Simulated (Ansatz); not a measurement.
**Geometry relaxation of AlCu5 (part 2 of 2)**

Continued. System: AlCu5 (P4/mmm, 6 atoms in the cell). Method: DFT PBE, scalar-relativistic, plane waves, PAW, no spin polarisation (Ansatz 0.2.0); cutoff 420 eV, 6×6×14 k-mesh, Gaussian smearing of 0.1 eV. The structure was made by a generator, so it may or may not be a known phase.

Geometry of the input (Å; fractional positions):
```
6.2808  0.0000  0.0000
0.0000  6.2808  0.0000
0.0000  0.0000  2.5294
Al 0.5000  0.5000  0.0000
Cu 0.3195  0.0000  0.5000
Cu 0.6805  0.0000  0.5000
Cu 0.0000  0.3195  0.5000
Cu 0.0000  0.6805  0.5000
Cu 0.0000  0.0000  0.0000
```

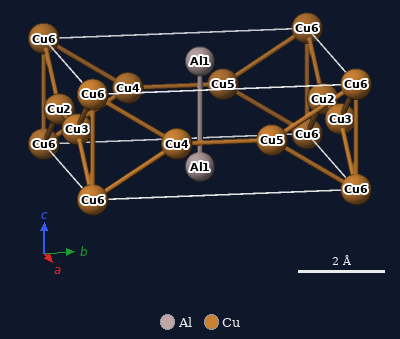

Fig. 1: The geometry at step 2 of the log (ball-and-stick view of the cell of the calculation, seen slightly off an axis; atoms are numbered from 1 in the order of the input).

Log, continued:
```
SCF iter   1: F=—  HF=-33660.326937 eV  |F-HF|=—  |Δ(HF+E_count)|=         —  Δρ=2.10e-4  dr2=3.68e-5  ethr=3.79e-8  ⟨swp⟩=2.3  Hψ=18399  notcnv=0
preconditioner: auto → Kerker (q_TF=auto, 2.721 Å⁻¹)  [metal: Δε(μ)=0.030 eV  Ē_g=7.385 eV  σ=0.100 eV  W_gap=0.17  n_scr=30 (ndim 8)  ℏωp=28.3 eV  f_vac=0.000  D(μ)=2.32/eV (n_scr^D=12)]
SCF iter   2: F=—  HF=-33660.326969 eV  |F-HF|=—  |Δ(HF+E_count)|=   3.24e-5  Δρ=4.99e-5  dr2=4.44e-6  ethr=3.75e-8  ⟨swp⟩=2.4  Hψ=6421  notcnv=0
SCF iter   3: F=—  HF=-33660.326968 eV  |F-HF|=—  |Δ(HF+E_count)|=   1.11e-6  Δρ=4.18e-5  dr2=2.60e-6  ethr=4.53e-9  ⟨swp⟩=2.6  Hψ=8277  notcnv=0
SCF iter   4: F=—  HF=-33660.326968 eV  |F-HF|=—  |Δ(HF+E_count)|=   3.88e-7  Δρ=9.94e-6  dr2=2.14e-7  ethr=2.65e-9  ⟨swp⟩=1.2  Hψ=4905  notcnv=0
iter 5 did not close the SCF: its close was put off for the readings that it lacked (scf_convergence_deferred on its scf_iter line)
SCF iter   5: F=-33660.326968 eV  HF=-33660.326968 eV  |F-HF|=2.16e-9  |Δ(HF+E_count)|=   2.87e-8  Δρ=2.25e-6  dr2=9.41e-9  ethr=2.19e-10  ⟨swp⟩=2.1  Hψ=6486  notcnv=0
SCF iter   6: F=-33660.326968 eV  HF=-33660.326968 eV  |F-HF|=3.66e-9  |Δ(HF+E_count)|=   5.62e-9  Δρ=1.49e-6  dr2=3.97e-9  ethr=9.60e-12  ⟨swp⟩=5.0  Hψ=25897  notcnv=0
SCF 3 converged in 6 iterations: F = -33660.326968 eV  dr2 = 3.97e-9
relax step   3: F+E_penalty+E_count = -33660.32696770 eV  Δ(F+E_penalty+E_count) = -6.292e-5 eV  max|allowed force component| = 2.884e-4 eV/Å  Δτ_max = 0.0000 Å  P = +0.002 GPa  Ω = 99.656 Å³  energy of the carried Pulay correction = +6.865e-5 eV  (6 SCF iters, dr2 threshold 4.94e-8 eV, accepted)
Initial wavefunctions: pseudopotential atomic-orbital guess (no wavefunctions were taken with the density)
iter 1 solved again at ethr=5.57e-8 eV; its pass at ethr=3.10e-3 eV (dr2=5.46e-5 eV) is discarded
SCF iter   1: F=—  HF=-33660.326878 eV  |F-HF|=—  |Δ(HF+E_count)|=         —  Δρ=3.92e-6  dr2=2.04e-8  ethr=5.57e-8  ⟨swp⟩=3.0  Hψ=28261  notcnv=0
preconditioner: auto → Kerker (q_TF=auto, 2.721 Å⁻¹)  [metal: Δε(μ)=0.030 eV  Ē_g=7.387 eV  σ=0.100 eV  W_gap=0.17  n_scr=30 (ndim 8)  ℏωp=28.3 eV  f_vac=0.000  D(μ)=2.32/eV (n_scr^D=12)]
SCF iter   2: F=—  HF=-33660.326912 eV  |F-HF|=—  |Δ(HF+E_count)|=   3.36e-5  Δρ=2.38e-6  dr2=3.45e-9  ethr=2.08e-11  ⟨swp⟩=2.9  Hψ=9946  notcnv=0
SCF iter   3: F=—  HF=-33660.326912 eV  |F-HF|=—  |Δ(HF+E_count)|=  5.17e-10  Δρ=7.95e-7  dr2=8.31e-10  ethr=3.53e-12  ⟨swp⟩=1.0  Hψ=4720  notcnv=0
SCF iter   4: F=—  HF=-33660.326912 eV  |F-HF|=—  |Δ(HF+E_count)|=  5.09e-11  Δρ=2.37e-7  dr2=2.34e-10  ethr=1.00e-12  ⟨swp⟩=2.0  Hψ=7040  notcnv=0
SCF iter   5: F=—  HF=-33660.326912 eV  |F-HF|=—  |Δ(HF+E_count)|=  7.28e-12  Δρ=3.10e-7  dr2=1.06e-10  ethr=1.00e-12  ⟨swp⟩=1.0  Hψ=4720  notcnv=0
SCF iter   6: F=-33660.326912 eV  HF=-33660.326912 eV  |F-HF|=0.00e0  |Δ(HF+E_count)|=  2.91e-11  Δρ=6.08e-8  dr2=9.61e-12  ethr=1.00e-12  ⟨swp⟩=5.1  Hψ=20393  notcnv=0
SCF 4 converged in 6 iterations: F = -33660.326912 eV  dr2 = 9.61e-12
relax step   4: F+E_penalty+E_count = -33660.32691153 eV  Δ(F+E_penalty+E_count) = +5.618e-5 eV  max|allowed force component| = 2.906e-4 eV/Å  Δτ_max = 0.0000 Å  P = +0.003 GPa  Ω = 99.656 Å³  stress off target by 3.21e-3 GPa  SCF on the basis re-selected at this cell (its energy is not comparable with the rows above)  (6 SCF iters)
basis re-selected at this cell: Δ(F+E_penalty+E_count) = +5.618e-5 eV, ΔP = +0.000 GPa vs the last step (what re-selecting the basis moved, of the pressure what is left beyond the Pulay correction that the steps carried, after the strain that the cell walked since its last selection, with what the two solves' SCF thresholds leave and, on support functions, any second-order correction that the steps lacked; it is no measure of the basis error at this ecutwfc). This SCF's stress stands 3.21e-3 GPa from its target on what of the cell is left free (relax.cell.stress_tol is 5.00e-2 GPa) and its largest allowed force component is 2.91e-4 eV/Å (relax.f_tol is 1.00e-2 eV/Å): within both
SCF converged after 6 iterations
Free energy (F): -33660.326912 eV
Harris-Foulkes:  -33660.326912 eV  (|F-HF|=0.00e0)
Internal energy: -33660.315323 eV  (E = F + TS)
E sigma→0 (E₀):  -33660.321117 eV
Entropy (-TS):   -0.011589 eV (-1.931 meV/atom)
Fermi energy:    10.262440 eV
--- Per-component energies (eV) ---
  E_band       = -2370.518452
  E_kinetic    = 1517.686657
  E_local      = -31596.278655  (includes V_loc(G=0)·N_el)
  E_nonlocal   = 1967.482834
  E_hartree    = 14307.663644
  E_xc         = -481.756982
  E_vxc        = -598.946927  (∫ρ·V_xc dr)
  E_paw        = -8788.554336  (= ΣΔE_a)
  E_vpaw       = -2275.791470  (= ΣTr[D̂ρ^β])
  E_aug_tail   = 0.001433  (compensation charges beyond the density's cutoff)
  E_ewald      = -10586.559918
  E_smearing   = -0.011589  (= −TS)
  E_closure    = -0.000000  (closes the sum)
  Σ components = -33660.326912   (vs F -33660.326912, Δ=0.00e0)
--- Forces (eV/Å), atoms counted from 1 ---
  atom   1  Al     0.00000000     0.00000000     0.00000000
  atom   2  Cu     0.00029060     0.00000000    -0.00000000
  atom   3  Cu    -0.00029060     0.00000000     0.00000000
  atom   4  Cu     0.00000000     0.00029060    -0.00000000
  atom   5  Cu    -0.00000000    -0.00029060     0.00000000
  atom   6  Cu     0.00000000     0.00000000     0.00000000
  max |Σ_I F_I| component: 4.34e-19 eV/Å
--- Stress (GPa, compression-positive) ---
        0.003212      -0.000000       0.000000
       -0.000000       0.003212       0.000000
        0.000000       0.000000       0.001886
  P = ⅓ Tr σ = 0.0028 GPa (0.028 kbar)
--- Band table (eV; the first three rows and the last of 80) ---
  k-point 0: bands = ["-102.5970", "-101.9551", "-101.9544", "-101.9429", "-101.9429", "-59.9616", "-59.9616", "-59.9587", "-59.4831", "-59.4742", "-59.3657", "-59.3657", "-59.3194", "-59.3192", "-59.3106", "-59.3106", "-59.2187", "-59.2187", "-59.2129", "-59.2045", "1.9730", "4.0425", "5.2156", "5.7413", "6.1055", "6.1055", "6.2686", "6.9459", "7.0493", "7.0493", "7.2726", "7.2726", "7.3666", "7.4935", "7.4935", "7.6879", "7.7349", "7.9234", "8.1009", "8.3410", "8.3410", "8.4860", "8.5277", "8.5277", "8.5279", "8.5854", "8.6784", "8.7320", "9.0677", "9.0677", "9.3250", "11.1701", "11.1701", "12.3908", "17.6575", "17.6575", "19.4539", "19.7453", "20.9944"]
  k-point 1: bands = ["-102.5967", "-101.9549", "-101.9542", "-101.9427", "-101.9427", "-59.9623", "-59.9611", "-59.9611", "-59.4823", "-59.4738", "-59.3658", "-59.3658", "-59.3227", "-59.3225", "-59.3136", "-59.3136", "-59.2185", "-59.2185", "-59.2127", "-59.2042", "2.0978", "4.1523", "5.3184", "5.8134", "6.1830", "6.1830", "6.2916", "6.9735", "6.9897", "6.9897", "7.2920", "7.2920", "7.4035", "7.5075", "7.5334", "7.5334", "7.5656", "7.9118", "8.2775", "8.2775", "8.3218", "8.4512", "8.5228", "8.5562", "8.5562", "8.5992", "8.6376", "8.7353", "9.1289", "9.1289", "9.5622", "11.2808", "11.2808", "12.5366", "17.7831", "17.7831", "19.5408", "19.5915", "21.1224"]
  k-point 2: bands = ["-102.5959", "-101.9541", "-101.9534", "-101.9419", "-101.9419", "-59.9724", "-59.9598", "-59.9598", "-59.4802", "-59.4730", "-59.3661", "-59.3661", "-59.3318", "-59.3317", "-59.3219", "-59.3219", "-59.2177", "-59.2177", "-59.2119", "-59.2035", "2.4668", "4.4735", "5.6059", "6.0020", "6.3292", "6.3292", "6.3559", "6.9096", "6.9096", "7.0254", "7.2202", "7.2910", "7.3602", "7.3602", "7.5147", "7.6217", "7.6217", "7.9688", "8.2070", "8.2070", "8.3040", "8.4656", "8.5129", "8.5129", "8.5261", "8.5823", "8.7440", "8.8034", "9.3506", "9.3506", "10.1065", "11.5990", "11.5990", "12.9553", "18.1450", "18.1450", "18.6691", "19.7956", "21.0994"]
  k-point 79: bands = ["-102.5913", "-101.9494", "-101.9494", "-101.9380", "-101.9371", "-60.0293", "-59.9523", "-59.9523", "-59.4723", "-59.4723", "-59.3812", "-59.3812", "-59.3750", "-59.3735", "-59.3654", "-59.3632", "-59.2174", "-59.2092", "-59.2032", "-59.2032", "5.4838", "5.4838", "5.9117", "6.3742", "6.4127", "6.5611", "6.5611", "7.1001", "7.2810", "7.5642", "7.5642", "7.6440", "7.7841", "7.7841", "7.9248", "7.9694", "8.1059", "8.1568", "8.1568", "8.5701", "8.6260", "8.7050", "8.7050", "8.7630", "8.9607", "9.1247", "10.6656", "10.6874", "10.6874", "10.8746", "11.9168", "12.5457", "12.5457", "16.2961", "16.2961", "16.3534", "17.3842", "18.2012", "18.2012"]
--- Relaxed structure (3 steps of the walk, 3 accepted, 1 SCFs on fresh bases) ---
  F+E_penalty+E_count = -33660.32691153 eV   max|allowed force component| = 2.906e-4 eV/Å   (the final SCF, on the basis selected at the relaxed cell)
  cell:  # Å, volume = 99.6558 Å³
    - [6.281021752042531, 2.037485133941329e-36, 0.0]
    - [2.037485133941329e-36, 6.281021752042531, 0.0]
    - [0.0, 0.0, 2.526049266362882]
  atoms:
    - { symbol: Al, position: [0.49999999999999994, 0.49999999999999994, 0.0] }
    - { symbol: Cu, position: [0.3194820365812249, 2.088097429759528e-53, 0.5] }
    - { symbol: Cu, position: [0.6805179634187748, 1.9164756779503312e-36, 0.5] }
    - { symbol: Cu, position: [3.5962663121173512e-22, 0.3194820365812249, 0.5] }
    - { symbol: Cu, position: [3.596266312117351e-22, 0.6805179634187748, 0.5] }
    - { symbol: Cu, position: [3.5962663121173414e-22, 1.7686873200833423e-74, 0.0] }
```

Trajectory as extended XYZ (Å, eV, eV/Å), 4 frames, from step=1 to step=4:
```
6
Lattice="6.2808 0.0000 0.0000 0.0000 6.2808 0.0000 0.0000 0.0000 2.5294" Properties=species:S:1:pos:R:3:forces:R:3 step=1 energy=-33660.32679 pressure_GPa=-0.13
Al    3.1404    3.1404    0.0000    0.0000   0.0000   0.0000
Cu    2.0066    0.0000    1.2647   -0.0079   0.0000   0.0000
Cu    4.2742    0.0000    1.2647    0.0079   0.0000   0.0000
Cu    0.0000    2.0066    1.2647    0.0000  -0.0079   0.0000
Cu    0.0000    4.2742    1.2647    0.0000   0.0079   0.0000
Cu    0.0000    0.0000    0.0000    0.0000   0.0000   0.0000
6
Lattice="6.2807 0.0000 0.0000 0.0000 6.2807 0.0000 0.0000 0.0000 2.5279" Properties=species:S:1:pos:R:3:forces:R:3 step=2 energy=-33660.32691 pressure_GPa=-0.06
Al    3.1403    3.1403    0.0000    0.0000   0.0000   0.0000
Cu    2.0065    0.0000    1.2639   -0.0035   0.0000   0.0000
Cu    4.2741    0.0000    1.2639    0.0035   0.0000   0.0000
Cu    0.0000    2.0065    1.2639    0.0000  -0.0035   0.0000
Cu    0.0000    4.2741    1.2639    0.0000   0.0035   0.0000
Cu    0.0000    0.0000    0.0000    0.0000   0.0000   0.0000
6
Lattice="6.2810 0.0000 0.0000 0.0000 6.2810 0.0000 0.0000 0.0000 2.5260" Properties=species:S:1:pos:R:3:forces:R:3 step=3 energy=-33660.32697 pressure_GPa=0.00
Al    3.1405    3.1405    0.0000    0.0000   0.0000   0.0000
Cu    2.0067    0.0000    1.2630    0.0003   0.0000   0.0000
Cu    4.2743    0.0000    1.2630   -0.0003   0.0000   0.0000
Cu    0.0000    2.0067    1.2630    0.0000   0.0003   0.0000
Cu    0.0000    4.2743    1.2630    0.0000  -0.0003   0.0000
Cu    0.0000    0.0000    0.0000    0.0000   0.0000   0.0000
6
Lattice="6.2810 0.0000 0.0000 0.0000 6.2810 0.0000 0.0000 0.0000 2.5260" Properties=species:S:1:pos:R:3:forces:R:3 step=4 energy=-33660.32691 pressure_GPa=0.00
Al    3.1405    3.1405    0.0000    0.0000   0.0000   0.0000
Cu    2.0067    0.0000    1.2630    0.0003   0.0000   0.0000
Cu    4.2743    0.0000    1.2630   -0.0003   0.0000   0.0000
Cu    0.0000    2.0067    1.2630    0.0000   0.0003   0.0000
Cu    0.0000    4.2743    1.2630    0.0000  -0.0003   0.0000
Cu    0.0000    0.0000    0.0000    0.0000   0.0000   0.0000
```

Key numbers:

```csv
quantity,value
outcome,converged
space group (tolerance 0.01 Å),P4/mmm (123)
electrons treated,98
free energy,−33660.3269 eV
Fermi energy,10.262 eV
gap on the k-point mesh,none (metallic)
pressure,0.00 GPa
final volume,99.66 Å³
largest force (length of the vector) at the end,under 0.001 eV/Å
final cell,"a = 6.281 Å, b = 6.281 Å, c = 2.526 Å, α = 90.00°, β = 90.00°, γ = 90.00°"
hardware,"1 thread of Intel Xeon @ 2.50GHz (Skylake/Cascade Lake), 189 GiB of memory available, shared host"
wall time,4.3 min
peak memory,0.63 GiB
```
